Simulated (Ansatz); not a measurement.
# Gap against volume in rock-salt LiH, size series (64 atoms)

The cell holds 64 atoms: 32 Li and 32 H. Cell: a = 8.184 Å, b = 8.184 Å, c = 8.184 Å, α = 90.0°, β = 90.0°, γ = 90.0°. It derives from LiH (rock-salt), repeated 2×2×2. The starting structure: Rock-salt LiH (a = 4.083 Å), 2 x 2 x 2 conventional cells; ideal positions.

Calculated with Ansatz 0.2.0: Kohn-Sham DFT, PBE, PAW (set soft_2), plane waves; cutoff 420 eV, Γ point, fixed occupations. The relaxed cell was scaled evenly and the atoms were relaxed at each volume. The gap is that between the highest filled and the lowest empty Kohn-Sham level on the run's k-points.

```
volume (Å³/atom)  gap (eV)
          7.7096               2.878
          8.0523                   ?
          8.3092               2.940
          8.5662               2.962
          8.8232               2.982
          9.0802               3.000
```

Task: Fit a straight line in ln V to the rows given and interpolate to the withheld row.

**Working.**

A volume deformation potential makes the spacing linear in u = ln(V/V0), with V0 = 8.5662 Å³ the relaxed volume; v is the spacing.

| u = ln(V/V0) | v (eV) |
| --- | --- |
| -0.105360 | 2.8779 |
| -0.0304603 | 2.9399 |
| 0 | 2.962 |
| 0.0295590 | 2.9818 |
| 0.0582688 | 2.9996 |

With n = 5: mean u = -0.00959856, mean v = 2.95224, Σ(u − ū)² = 0.015837, Σ(u − ū)(v − v̄) = 0.011842. Slope b = 0.011842 / 0.015837 = 0.74773; intercept a = v̄ − b ū = 2.9594.

At the withheld volume u = -0.06188, and v = a + b u.

Prediction at 8.0523: 2.913 eV. The run gave 2.915 eV, so the fit is low by 0.0017 eV (0.060 % of the value).

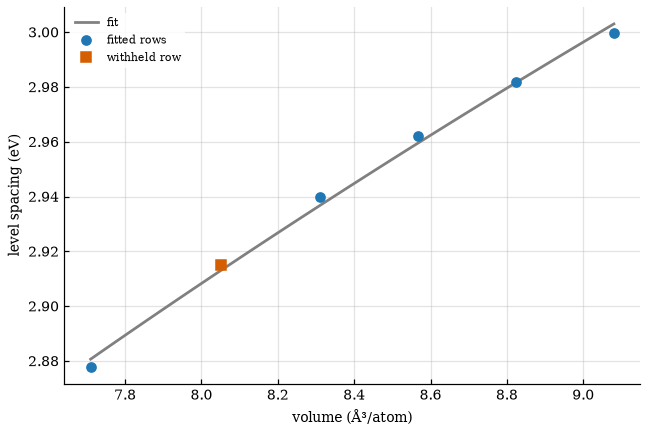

The fit, the rows that it rests on and the withheld row.

The slope, +0.75 eV, says that the spacing widens on expansion. Among the rows given, the largest miss of the fit is at 9.0802, by 0.0034 eV (2.8 % of the range of the table).

Limits: The table spans 16 % in volume, wide for a linear law. Semilocal functionals tend to put gaps under measured ones. Only the Γ point is sampled. The mesh needn't hold the band edges.

[Logs are printed without paths, hosts, clocks, repeated set-up lines and the standing remarks that a program may print on its own settings, such as how far it seeks lower states.]

[Hosts, paths, dates, database ids (printed as entryN), source tags and the programs' standing remarks are cut or masked in the printed files.]
